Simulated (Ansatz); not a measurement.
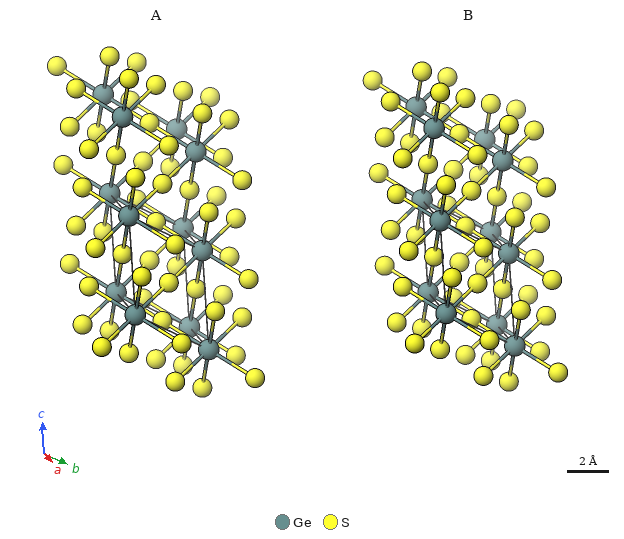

Two geometries of a crystal of GeS₃ (a generated structure, set up in Im-3m) (coarse preliminary run), drawn at one scale. One is the start of a relaxation, the other its converged end. The picture is a ball-and-stick view of the cell of the calculation, repeated 1 × 1 × 2 with one cell outlined, seen slightly off an axis.

The calculation used Ansatz, DFT PBE, scalar-relativistic, plane waves, PAW. Set-up: plane-wave cutoff 420 eV; k-point mesh 4 × 4 × 4; occupations gaussian; smearing width 0.1 eV; no spin polarisation; cell and atoms relaxed; force threshold 0.04 eV/Å; at most 70 steps.

Q: Which one is relaxed?

A: Structure B is the relaxed one. After 3 accepted moves (4 points after the start) the energy has fallen by 0.508 eV per cell of the calculation. All forces vanish by symmetry, so only the cell relaxes. Pressure: −8.24 GPa at the start and −0.23 GPa at the end. At 1 point the geometry stayed and the basis and grid were re-selected for the new cell (energy shift of 1.2 meV per cell of the calculation at most each time). No atom moves by more than 0.005 Å relative to the cell. Cell: a = b = c 4.920 → 4.605 Å (−6.4 %). Volume −18.0 %. Some distances before and after: Ge–S 2.841 → 2.659 Å. The space group stays Im-3m (No. 229).
